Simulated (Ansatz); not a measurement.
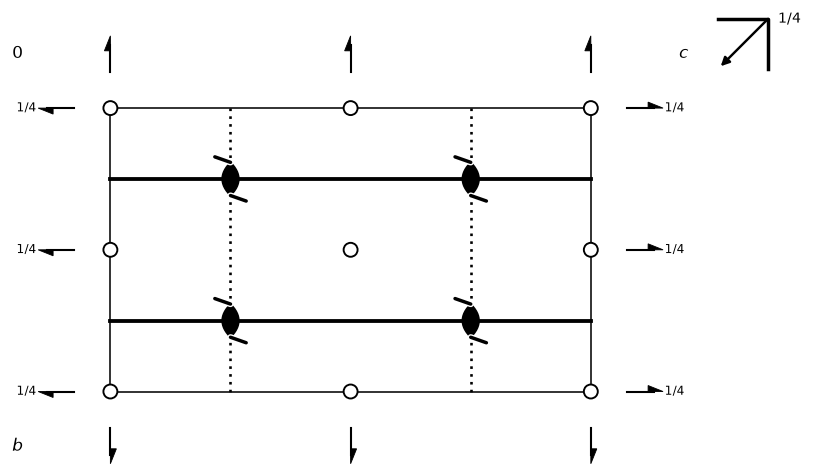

Symmetry elements of a space group, projected down a, computed from the operations of a computed or model structure of composition NiGe.

Symbols follow the International Tables: origin at the upper left, the third axis towards the viewer; heavy, dashed, dotted, dash-dotted and dash-dot-dot lines are mirror, in-plane glide, out-of-plane glide, diagonal (n; with arrows d) and double (e) glide planes seen edge on; arrows at the rim are 2 (full head) and 2₁ (half head) axes in the plane; the corner sign is a plane parallel to the page; fractions are heights. Handed screw axes carry their printed symbol instead of tails.

> Which space group is it?

No. 62, Pnma; primitive orthorhombic, point group mmm, 8 general positions a cell.

> List the elements shown.

2₁ axes along a at (1/4, 1/4), (1/4, 3/4), (3/4, 1/4), (3/4, 3/4); inversion centres at (0, 0), (0, 1/2), (1/2, 0), (1/2, 1/2); mirror planes normal to b, at y = 1/4, 3/4; a glide planes normal to c, at z = 1/4, 3/4; an n glide plane normal to a at height 1/4; 2₁ axes along b at height 0; 2₁ axes along c at height 1/4. Heights repeat every half period; positions are (b, c) fractions, modulo 1.
